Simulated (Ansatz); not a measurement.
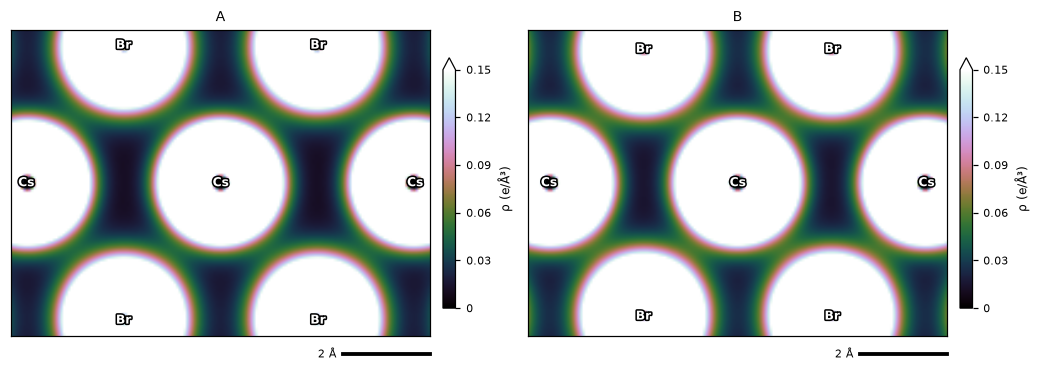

CsBr. The valence electron density of two cells that differ in size, on the (101̄) plane of each (indices in the axes of the calculation cell), at one length scale and on one colour scale: A has 44.8 Å³ an atom and B 41.0.

Computed with DFT PBE, scalar-relativistic, plane waves, PAW (Ansatz).

**What does the compression do to the bonding and the properties?**

From the larger cell to the smaller, Cs–Br goes from 3.88 to 3.76 Å, and the density at its midpoint from 0.05 to 0.06 e/Å³; the pressure goes from −0.6 to 0.4 GPa; the Kohn–Sham gap goes from 4.1 eV to 4.4 eV.
